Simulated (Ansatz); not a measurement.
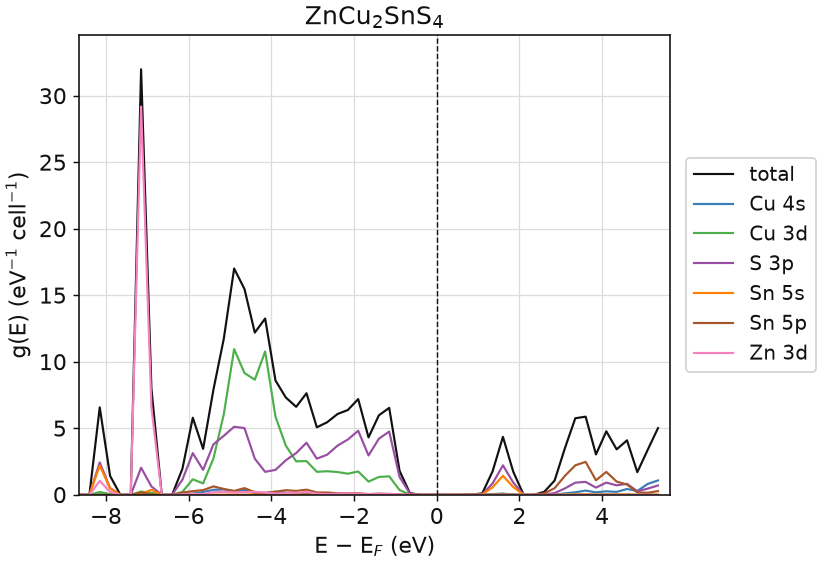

Density of states. Energies are counted from the Fermi level. The partial curves are projected on Löwdin-orthogonalised atomic shells.

The material is ZnCu$_{2}$SnS$_{4}$, space group I-4 (No. 82), 8 atoms in the cell, a database entry, rescaled; a = 6.72 Å, b = 6.72 Å, c = 6.72 Å, α = 131.75°, β = 131.75°, γ = 70.62°.

Computed with Ansatz: DFT with r2SCAN, PAW plane waves, Ueff = 6.95 eV on Cu d, spin-polarised, 5×5×5 k mesh.

**Metal or insulator, going by the density of states?**

There is a gap; over the k points computed it is 1.28 eV.

**What is the character of the states on either side of the gap?**

By projected weight, the top eV of the valence band is S 3p (75 %) and Cu 3d (20 %); the bottom eV of the conduction band is S 3p (50 %) and Sn 5s (35 %).

**Where is the centre of the Cu 3d band?**

Over the range shown, the centre of the Cu 3d weight lies 4.1 eV below the Fermi level, and the shell is essentially full.

**Where is the tallest peak in the window, and which states make it?**

The tallest peak in the window is at −7.2 eV; by projected weight it is Zn 3d almost alone.

The run started without moments.
